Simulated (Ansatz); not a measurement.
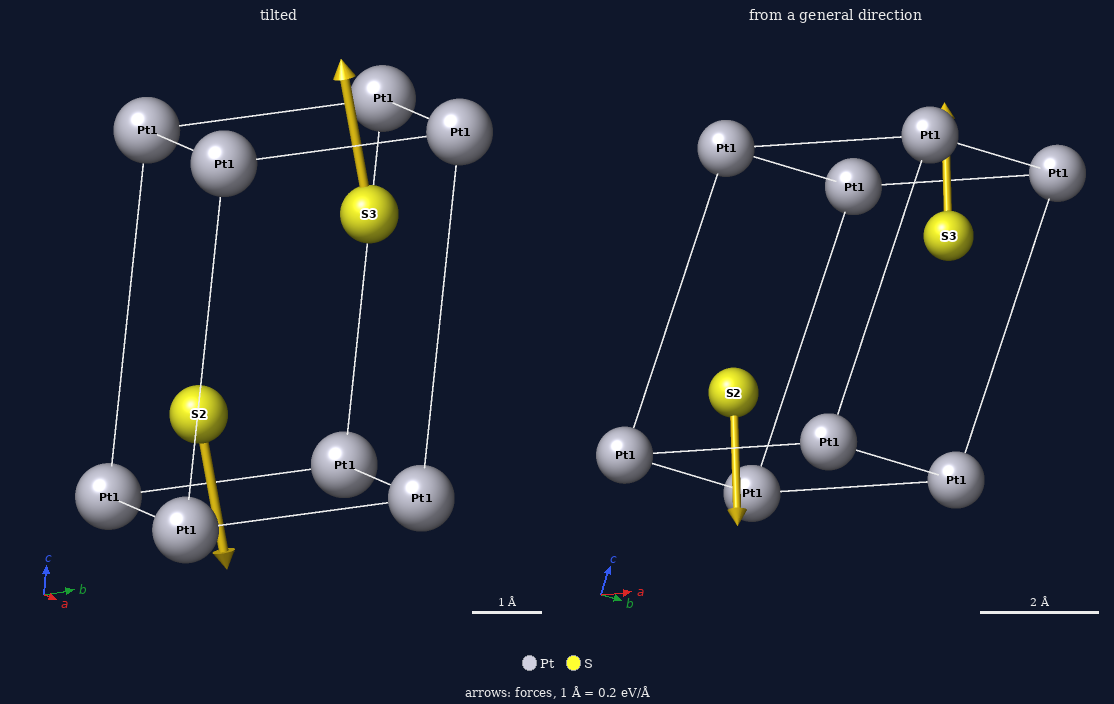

Spheres-only representation of a periodic structure, projected slightly off an axis and from a general direction. The lines enclose the cell (the run's own, in a reduced setting); boundary atoms appear with their images. The arrows are the computed forces on the atoms.

System: PtS$_{2}$. Theory: Ansatz, DFT, HSE06, plane waves, PAW. Numerical settings: wavefunction cutoff 420 eV, k-points about 0.35 Å⁻¹ apart, no spin polarisation.

> Is the structure at a minimum of the energy?

No. The atoms still feel forces of up to about 0.39 eV/Å, far above a usual threshold of 0.01 to 0.03 eV/Å.

> Which atom feels the largest force?

S2 and S3, about 0.39 eV/Å.

The structure comes from a structure type filled with these elements by a generator (whether the compound takes this form wasn't checked). The cell was then strained or its atoms displaced on purpose. It was the input of a calculation with Ansatz.
